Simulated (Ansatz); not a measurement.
# Run report: WSe3, single-point calculation

System: WSe3 (8 atoms in the cell).
Method: DFT r2SCAN, scalar-relativistic, plane waves, PAW, spin-polarised (Ansatz 0.2.0).

The structure was made by swapping elements on the sites of another compound; it need not be a known phase. It belongs to a series of runs on one base structure; here: A15 type (Pm-3n, No. 223). Figures and captions count atoms from 1; the log counts them from 0 in places.

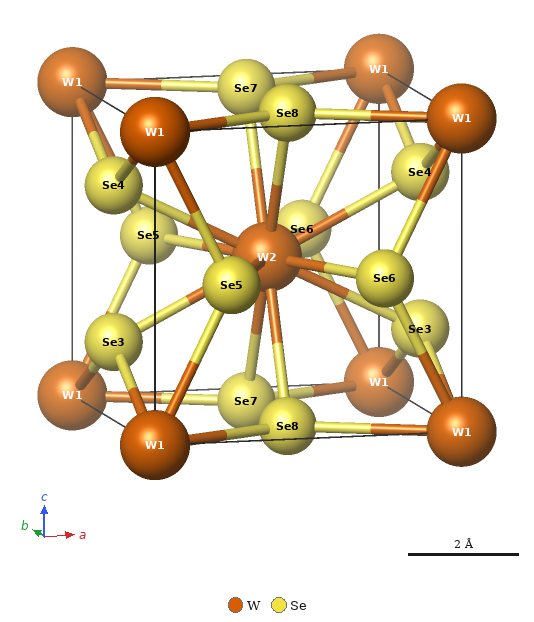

The input geometry (ball-and-stick view of the cell of the calculation, seen slightly off an axis; atoms are numbered from 1 in the order of the input).

**Summary**

- outcome: converged
- space group (tolerance 0.01 Å): Pm-3n (223)
- electrons treated: 124
- free energy: −53654.1663 eV
- Fermi energy: 9.751 eV
- gap on the k-point mesh: none (metallic)
- net moment of the cell: 4.50 μB
- integrated absolute moment: 8.17 μB
- pressure: −14.65 GPa
- largest force (length of the vector): under 0.001 eV/Å
- hardware: 1 thread of Arm Neoverse V2, 128 GiB of memory available, shared host
- wall time: 64 s
- peak memory: 1 GiB

**Notes**

The electronic state found may not be the lowest one. Warnings of the run: spin is on but no starting moments are given. Spin–orbit coupling is left out, which matters for W. The cell is under a tension of 14.6 GPa at this level, so it is not at its equilibrium volume.

**The input**
```yaml
crystal:
  lattice:
    - [5.805285206, 0.0, 0.0]
    - [0.0, 5.805285206, 0.0]
    - [0.0, 0.0, 5.805285206]
  atoms:
    - { symbol: W, position: [0.0, 0.0, 0.0] }
    - { symbol: W, position: [0.5, 0.5, 0.5] }
    - { symbol: Se, position: [0.0, 0.5, 0.25] }
    - { symbol: Se, position: [0.0, 0.5, 0.75] }
    - { symbol: Se, position: [0.25, 0.0, 0.5] }
    - { symbol: Se, position: [0.75, 0.0, 0.5] }
    - { symbol: Se, position: [0.5, 0.75, 0.0] }
    - { symbol: Se, position: [0.5, 0.25, 0.0] }
basis:
  ecutwfc: 500
kpoints:
  mp_grid: { grid: [4, 4, 4] }
hamiltonian:
  xc: r2scan
scf:
  occupations: { method: gaussian, width: 0.1 }
  lower_state_search: "off"
output:
  forces: true
  stress: true
  eigenvalues: true
  populations: true
magnetization:
  spin_polarized: true
```

Launched with:
```bash
ansatz run input.yaml --threads 1 --pin off --max-ram 2560MiB --backend cpu --events-out ev --progress --plain --runs-dir out
```

**Log**
```
Engine: ansatz 0.2.0, aarch64-unknown-linux-gnu
Pseudopotentials: kind: paw
Pseudopotential: W, paw, valence charge 14, recommended cutoff 500 eV (meta_gga), W.paw.azcp
Pseudopotential: Se, paw, valence charge 16, recommended cutoff 500 eV (meta_gga), Se.paw.azcp
Functional definition: r2SCAN
  parameter k0 = 0.174
  parameter k1 = 0.065
  parameter a1 = 4.9479
  exchange = r2scan_x(k0 = k0, k1 = k1, a1 = a1)
  correlation = r2scan_c
Crystal: 8 atoms, lattice volume = 195.646 Å³
Basis set: ecut = 500 eV, 4945 PW (Γ), exchange–correlation on 180×180×180 points (64 copies of the dense FFT grid, shifted against one another)
Bands: 75, of which v1, the nominal top of the filled ones, is band 62 counted from 1 (61 counted from 0)
Symmetry: 48 space group operations
Space group: Pm-3n (ITA 223), of the structure as read, at distance tolerance 5.8e-5 Å
k-points: 10 of 64
Non-local potential: W, projectors of the file, l = 0: 3, l = 1: 2, l = 2: 2, l = 3: 1
Non-local potential: Se, projectors of the file, l = 0: 2, l = 1: 2, l = 2: 3, l = 3: 1
PAW form: soft (Blöchl's): semilocal exchange-correlation on the pseudo side does not see the compensation charge
PAW frozen core: W, regenerated for the run's functional (the file was generated under x = pbe(κ = 0.804, μ = 0.2195149727645171), c = pbe(β = 0.06672455060314922))
PAW frozen core: Se, regenerated for the run's functional (the file was generated under x = pbe(κ = 0.804, μ = 0.2195149727645171), c = pbe(β = 0.06672455060314922))
PAW one-centre angular grid: W, 590 points (default); XC on 160 Gauss nodes
PAW one-centre angular grid: Se, 590 points (default); XC on 160 Gauss nodes
Initial density: superposition of atomic densities (chi_scale 0.1, normalization cell, long waves kept (reshape's long-wave potential 0.00 eV rms))
Initial wavefunctions: pseudopotential atomic-orbital guess
Functional: x = r2scan, c = r2scan; τ floored in thin density (d = 2e-4 eV/Å³)
iter 1 solved again at ethr=1.37e-3 eV; its pass at ethr=3.10e-3 eV (dr2=1.70e0 eV) is discarded
SCF iter   1: F=-53652.328725 eV  HF=-53653.073958 eV  |F-HF|=7.45e-1  |Δ(HF+E_count)|=         —  Δρ=1.19e-2 (↑1.19e-2 ↓1.19e-2)  dr2=1.70e0  dr2_τ=7.80e-3  dr2_m=0.00e0  M=0.000 μB ∫|m|=0.000 μB  β_m=0.30  ethr=1.37e-3  ⟨swp⟩=1.0  Hψ=3668  notcnv=0
preconditioner: auto → Kerker (q_TF=auto, 2.529 Å⁻¹)  [metal: Δε(μ)=0.065 eV  Ē_g=7.090 eV  σ=0.100 eV  W_gap=0.35  n_scr=56 (ndim 8)  ℏωp=18.4 eV  f_vac=0.000  D(μ)=7.46/eV (n_scr^D=56)]
spin=Collinear: Kerker preconditioning applied to the charge; magnetization (m = ρ↑ − ρ↓) channel mixes plain (no charge-response kernel on spin).
SCF iter   2: F=-53646.645203 eV  HF=-53643.797260 eV  |F-HF|=2.85e0  |Δ(HF+E_count)|=    9.28e0  Δρ=6.34e-2 (↑6.34e-2 ↓4.81e-2)  dr2=2.98e0  dr2_τ=8.50e-1  dr2_m=5.35e0  M=11.673 μB ∫|m|=11.838 μB  ethr=1.37e-3  ⟨swp⟩=2.0  Hψ=924  notcnv=0
Mixer restart at iter 2: flushing history
SCF iter   3: F=-53653.465546 eV  HF=-53652.227883 eV  |F-HF|=1.24e0  |Δ(HF+E_count)|=         —  Δρ=2.42e-2 (↑2.33e-2 ↓2.42e-2)  dr2=4.05e-1  dr2_τ=1.15e-1  dr2_m=8.98e-1  M=5.449 μB ∫|m|=5.638 μB  β_m=0.30  ethr=1.37e-3  ⟨swp⟩=4.0  Hψ=3763  notcnv=0  defer=40
SCF iter   4: F=-53653.810245 eV  HF=-53652.837484 eV  |F-HF|=9.73e-1  |Δ(HF+E_count)|=   6.10e-1  Δρ=2.02e-2 (↑1.89e-2 ↓2.02e-2)  dr2=2.57e-1  dr2_τ=4.24e-3  dr2_m=6.14e-1  M=4.875 μB ∫|m|=5.724 μB  β_m=0.65  ethr=3.27e-4  ⟨swp⟩=2.0  Hψ=2312  notcnv=0  defer=92
SCF iter   5: F=-53653.830023 eV  HF=-53654.018608 eV  |F-HF|=1.89e-1  |Δ(HF+E_count)|=    1.18e0  Δρ=9.75e-3 (↑9.75e-3 ↓4.52e-3)  dr2=3.45e-1  dr2_τ=2.23e-2  dr2_m=6.48e-2  M=4.500 μB ∫|m|=7.017 μB  β_m=0.66  ethr=2.07e-4  ⟨swp⟩=2.5  Hψ=2516  notcnv=0  defer=92
SCF iter   6: F=-53654.076945 eV  HF=-53654.116907 eV  |F-HF|=4.00e-2  |Δ(HF+E_count)|=   9.83e-2  Δρ=6.23e-3 (↑6.23e-3 ↓2.94e-3)  dr2=8.88e-2  dr2_τ=3.22e-3  dr2_m=3.41e-2  M=4.488 μB ∫|m|=7.641 μB  β_m=0.83  ethr=2.07e-4  ⟨swp⟩=2.0  Hψ=2205  notcnv=0  defer=101
SCF iter   7: F=-53654.150751 eV  HF=-53654.153533 eV  |F-HF|=2.78e-3  |Δ(HF+E_count)|=   3.66e-2  Δρ=2.06e-3 (↑1.40e-3 ↓2.06e-3)  dr2=1.13e-2  dr2_τ=4.04e-4  dr2_m=4.39e-3  M=4.500 μB ∫|m|=7.791 μB  β_m=0.78  ethr=7.16e-5  ⟨swp⟩=2.0  Hψ=2081  notcnv=0  defer=101
SCF iter   8: F=-53654.159441 eV  HF=-53654.162172 eV  |F-HF|=2.73e-3  |Δ(HF+E_count)|=   8.64e-3  Δρ=1.31e-3 (↑9.47e-4 ↓1.31e-3)  dr2=6.00e-3  dr2_τ=1.25e-4  dr2_m=1.80e-3  M=4.500 μB ∫|m|=7.987 μB  β_m=0.88  ethr=9.14e-6  ⟨swp⟩=2.6  Hψ=2740  notcnv=0  defer=101
SCF iter   9: F=-53654.166224 eV  HF=-53654.166057 eV  |F-HF|=1.67e-4  |Δ(HF+E_count)|=   3.89e-3  Δρ=2.48e-4 (↑2.48e-4 ↓2.43e-4)  dr2=7.77e-5  dr2_τ=3.46e-6  dr2_m=8.70e-5  M=4.500 μB ∫|m|=8.182 μB  β_m=0.94  ethr=4.83e-6  ⟨swp⟩=2.0  Hψ=1986  notcnv=0  defer=101
SCF iter  10: F=-53654.166266 eV  HF=-53654.166268 eV  |F-HF|=2.08e-6  |Δ(HF+E_count)|=   2.10e-4  Δρ=7.53e-5 (↑4.68e-5 ↓7.53e-5)  dr2=2.50e-5  dr2_τ=3.73e-7  dr2_m=4.36e-6  M=4.500 μB ∫|m|=8.249 μB  β_m=0.96  ethr=6.26e-8  ⟨swp⟩=2.5  Hψ=2783  notcnv=0  defer=101
SCF iter  11: F=-53654.166287 eV  HF=-53654.166288 eV  |F-HF|=9.39e-7  |Δ(HF+E_count)|=   2.03e-5  Δρ=2.33e-5 (↑2.33e-5 ↓1.89e-5)  dr2=3.10e-6  dr2_τ=4.44e-8  dr2_m=4.86e-7  M=4.500 μB ∫|m|=8.236 μB  β_m=0.98  ethr=2.02e-8  ⟨swp⟩=2.0  Hψ=1892  notcnv=0  defer=101
SCF iter  12: F=-53654.166289 eV  HF=-53654.166289 eV  |F-HF|=1.72e-8  |Δ(HF+E_count)|=   1.18e-6  Δρ=3.40e-6 (↑3.40e-6 ↓3.17e-6)  dr2=9.72e-8  dr2_τ=7.69e-10  dr2_m=5.71e-9  M=4.500 μB ∫|m|=8.234 μB  ethr=8.06e-11  ⟨swp⟩=8.2  Hψ=6356  notcnv=0
SCF 1 converged in 12 iterations: F = -53654.166289 eV  dr2 = 9.72e-8
  greatest PAW one-centre occupation: 1.000 electrons in one spin orbital (limit 2), on the Se atom at site 3 (counted from 0), in its partial waves of l = 2
```

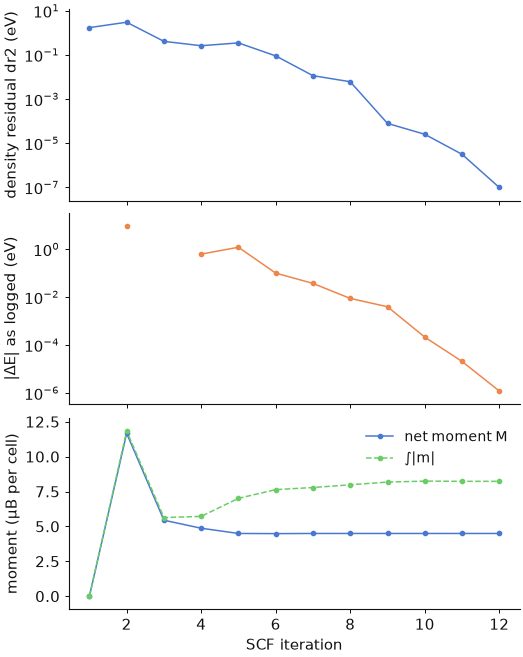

Convergence of the self-consistent field: density residual dr2, size of the energy change and magnetic moment against the SCF iteration. The residual falls almost steadily, with no more than small rises. The net moment goes from 0.0 to 4.5 μB per cell, with excursions between 0.0 and 11.7 on the way.

```
SCF converged after 12 iterations
Magnetization: 4.5000 μB (64.2500 up, 59.7500 down)
Absolute magnetization: 8.1747 μB (∫|ρ↑−ρ↓|, with the PAW one-centre terms)
Spin contamination: 1.0870 ħ² per cell (⟨S²⟩ above its minimum at these occupations)
Per-site moments (μB) at R_I (Å): [(2.743061724374595, 1.3386668985308303), (2.7430617243746003, 1.33866689853083), (-0.2519130452265747, 1.1973400737374997), (-0.25191304522657487, 1.1973400737374997), (-0.2519130452265745, 1.1973400737374997), (-0.2519130452265749, 1.1973400737374997), (-0.25191304522657526, 1.1973400737374997), (-0.25191304522657487, 1.1973400737374997)]
Free energy (F): -53654.166289 eV
Harris-Foulkes:  -53654.166289 eV  (|F-HF|=1.72e-8)
Internal energy: -53654.135317 eV  (E = F + TS)
E sigma→0 (E₀):  -53654.150803 eV
Entropy (-TS):   -0.030972 eV (-3.872 meV/atom)
Fermi energy:    9.751211 eV
--- Per-component energies (eV) ---
  E_band       = -2786.337202
  E_kinetic    = 1578.333571
  E_local      = -15487.870736  (includes V_loc(G=0)·N_el)
  E_nonlocal   = -3554.401309
  E_hartree    = 7393.403754
  E_xc         = -1067.397768
  E_vxc        = -1127.882220  (∫ρ·V_xc dr)
  E_paw        = -28744.154078  (= ΣΔE_a)
  E_vpaw       = 960.367452  (= ΣTr[D̂ρ^β])
  E_aug_tail   = -0.001318  (compensation charges beyond the density's cutoff)
  E_vtau       = 58.307129  (kinetic-family band-sum trace: ∫τ·v_τ [+ j·A + Jᵃ·Aᵃ] dr)
  E_ewald      = -13760.282913
  E_core_change = -11.764519  (= ΣΔE_core)
  E_smearing   = -0.030972  (= −TS)
  E_closure    = 0.000000  (closes the sum)
  Σ components = -53654.166289   (vs F -53654.166289, Δ=0.00e0)
--- Forces (eV/Å), atoms counted from 1 ---
  atom   1  W     -0.00000000     0.00000000     0.00000000
  atom   2  W      0.00000000     0.00000000     0.00000000
  atom   3  Se    -0.00000000    -0.00000000     0.00000000
  atom   4  Se    -0.00000000     0.00000000     0.00000000
  atom   5  Se     0.00000000    -0.00000000     0.00000000
  atom   6  Se     0.00000000     0.00000000     0.00000000
  atom   7  Se     0.00000000    -0.00000000     0.00000000
  atom   8  Se    -0.00000000     0.00000000     0.00000000
  max |Σ_I F_I| component: 1.16e-17 eV/Å
--- Stress (GPa, compression-positive) ---
      -14.645466      -0.000000       0.000000
        0.000000     -14.645466       0.000000
        0.000000       0.000000     -14.645466
  P = ⅓ Tr σ = -14.6455 GPa (-146.455 kbar)
--- Band table (eV; the first three rows and the last of 20) ---
  k-point 0 ↑: bands = ["-67.7102", "-67.7102", "-39.3733", "-39.3730", "-39.3730", "-39.3521", "-39.3521", "-39.3521", "-39.3232", "-39.3232", "-39.3232", "-39.3220", "-39.3220", "-39.3220", "-39.3173", "-39.3173", "-39.3173", "-39.3172", "-39.3172", "-39.3172", "-39.1923", "-39.1923", "-39.1919", "-39.1919", "-39.1917", "-39.1917", "-39.1917", "-39.1912", "-39.1912", "-39.1912", "-39.1902", "-39.1902", "-31.5210", "-31.5210", "-31.5210", "-31.5204", "-31.5204", "-31.5204", "-5.2584", "-3.8732", "-3.8732", "-2.2415", "-2.2415", "-2.2415", "3.9924", "3.9924", "4.1537", "5.2499", "5.2499", "5.2499", "6.1695", "6.1695", "6.1695", "7.4223", "7.4223", "7.4223", "8.1419", "8.1419", "8.1419", "8.6480", "8.6480", "9.2190", "9.2190", "9.3924", "10.3326", "10.7686", "10.7686", "10.7686", "10.7896", "10.7896", "10.7896", "12.2696", "12.2696", "12.2696", "15.0266"]
  k-point 1 ↑: bands = ["-67.7102", "-67.7102", "-39.3732", "-39.3730", "-39.3700", "-39.3552", "-39.3521", "-39.3521", "-39.3230", "-39.3229", "-39.3229", "-39.3222", "-39.3216", "-39.3216", "-39.3180", "-39.3180", "-39.3173", "-39.3173", "-39.3173", "-39.3172", "-39.1923", "-39.1923", "-39.1919", "-39.1918", "-39.1918", "-39.1918", "-39.1918", "-39.1912", "-39.1911", "-39.1911", "-39.1902", "-39.1902", "-31.5209", "-31.5209", "-31.5209", "-31.5205", "-31.5205", "-31.5205", "-5.0699", "-4.0784", "-3.7036", "-2.6065", "-2.2463", "-2.2463", "3.8065", "4.0649", "4.9731", "4.9832", "4.9832", "5.8016", "6.3278", "6.6076", "6.6526", "6.6526", "7.2101", "7.5746", "7.5746", "8.1760", "8.1760", "8.5586", "8.7186", "9.1802", "9.2488", "10.0588", "10.0588", "10.2430", "10.5836", "10.5836", "10.7295", "10.7609", "10.7931", "11.2861", "12.3651", "12.3651", "14.8291"]
  k-point 2 ↑: bands = ["-67.7102", "-67.7102", "-39.3731", "-39.3731", "-39.3626", "-39.3626", "-39.3521", "-39.3521", "-39.3227", "-39.3227", "-39.3226", "-39.3226", "-39.3200", "-39.3200", "-39.3198", "-39.3198", "-39.3173", "-39.3173", "-39.3173", "-39.3173", "-39.1922", "-39.1922", "-39.1919", "-39.1919", "-39.1919", "-39.1919", "-39.1915", "-39.1915", "-39.1910", "-39.1910", "-39.1903", "-39.1903", "-31.5208", "-31.5208", "-31.5207", "-31.5207", "-31.5207", "-31.5207", "-4.5861", "-4.5861", "-3.2363", "-3.2363", "-2.2511", "-2.2511", "3.9228", "3.9228", "4.8175", "4.8175", "5.9368", "5.9368", "6.7419", "6.7419", "7.0338", "7.0338", "7.0519", "7.0519", "7.8013", "7.8013", "8.3954", "8.3954", "8.9870", "8.9870", "9.1854", "9.1854", "9.6335", "9.6335", "10.4284", "10.4284", "10.7155", "10.7155", "11.0353", "11.0353", "12.3731", "12.3731", "15.7138"]
  k-point 9 ↓: bands = ["-66.3080", "-66.3080", "-39.3809", "-39.3809", "-39.3809", "-39.3809", "-39.3809", "-39.3809", "-39.3498", "-39.3498", "-39.3498", "-39.3498", "-39.3495", "-39.3495", "-39.3495", "-39.3495", "-39.3495", "-39.3495", "-39.3492", "-39.3492", "-39.2562", "-39.2562", "-39.2562", "-39.2562", "-39.2562", "-39.2562", "-39.2554", "-39.2554", "-39.2554", "-39.2554", "-39.2554", "-39.2554", "-29.4942", "-29.4942", "-29.4942", "-29.4942", "-29.4942", "-29.4942", "-3.8406", "-3.8406", "-3.8406", "-3.8406", "-3.8406", "-3.8406", "4.1095", "4.1095", "6.7653", "6.7653", "6.7653", "6.7653", "6.7653", "6.7653", "7.5634", "7.5634", "7.5634", "7.5634", "8.0560", "8.0560", "8.0560", "8.0560", "8.0560", "8.0560", "11.5179", "11.5179", "11.5179", "11.5179", "11.5179", "11.5179", "12.4158", "12.4158", "12.4158", "12.4158", "14.5312", "14.5312", "16.1501"]
--- Löwdin populations: 8 sites ---
  site symbol       q [e]    m [muB]
     0      W     13.1615     3.2075
     1      W     13.1615     3.2075
     2     Se     16.2169    -0.3333
     3     Se     16.2169    -0.3333
     4     Se     16.2169    -0.3333
     5     Se     16.2169    -0.3333
     6     Se     16.2169    -0.3333
     7     Se     16.2169    -0.3333
  spilling = 0.003031 (of n_electrons = 124.000000)
```

**File populations.tsv**
```
# site	symbol	l	j	q_up	q_dn
# orbitals = lowdin
# n_electrons = 124.000000
# spilling = 0.003031
0	W	0_5S	-	0.998653	0.998525
0	W	0_6S	-	0.400525	0.223708
0	W	1_5P	-	2.999578	2.999032
0	W	2_5D	-	3.785792	0.755736
1	W	0_5S	-	0.998653	0.998525
1	W	0_6S	-	0.400525	0.223708
1	W	1_5P	-	2.999578	2.999032
1	W	2_5D	-	3.785792	0.755736
2	Se	0_4S	-	0.988228	0.970312
2	Se	1_4P	-	1.953589	2.304822
2	Se	2_3D	-	4.999958	4.999944
3	Se	0_4S	-	0.988228	0.970312
3	Se	1_4P	-	1.953589	2.304822
3	Se	2_3D	-	4.999958	4.999944
4	Se	0_4S	-	0.988228	0.970312
4	Se	1_4P	-	1.953589	2.304822
4	Se	2_3D	-	4.999958	4.999944
5	Se	0_4S	-	0.988228	0.970312
5	Se	1_4P	-	1.953589	2.304822
5	Se	2_3D	-	4.999958	4.999944
6	Se	0_4S	-	0.988228	0.970312
6	Se	1_4P	-	1.953589	2.304822
6	Se	2_3D	-	4.999958	4.999944
7	Se	0_4S	-	0.988228	0.970312
7	Se	1_4P	-	1.953589	2.304822
7	Se	2_3D	-	4.999958	4.999944
```

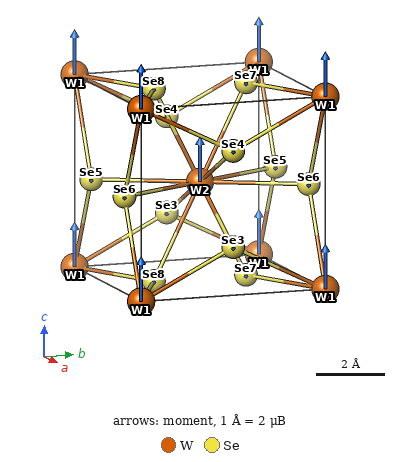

Magnetic moments of the sites as blue arrows (ball-and-stick view of the cell of the calculation, seen slightly off an axis; atoms are numbered from 1 in the order of the input); small moments hardly show. The run is collinear, so the axis drawn is arbitrary. Site moments: W1, W2 (2.74 μB); all 6 Se atoms (−0.25 μB). They are counted near the atoms and needn't add up to the moment of the cell.

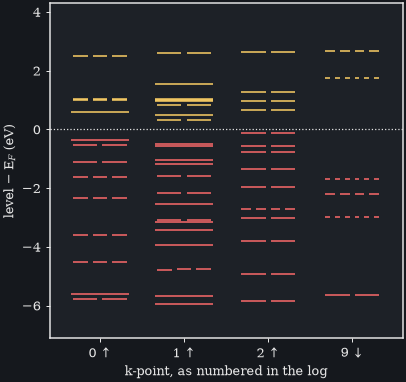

Kohn–Sham levels near the Fermi level (dotted) at the few k-points that the log prints; levels within 0.02 eV of each other stand side by side. The system is metallic on the full mesh.
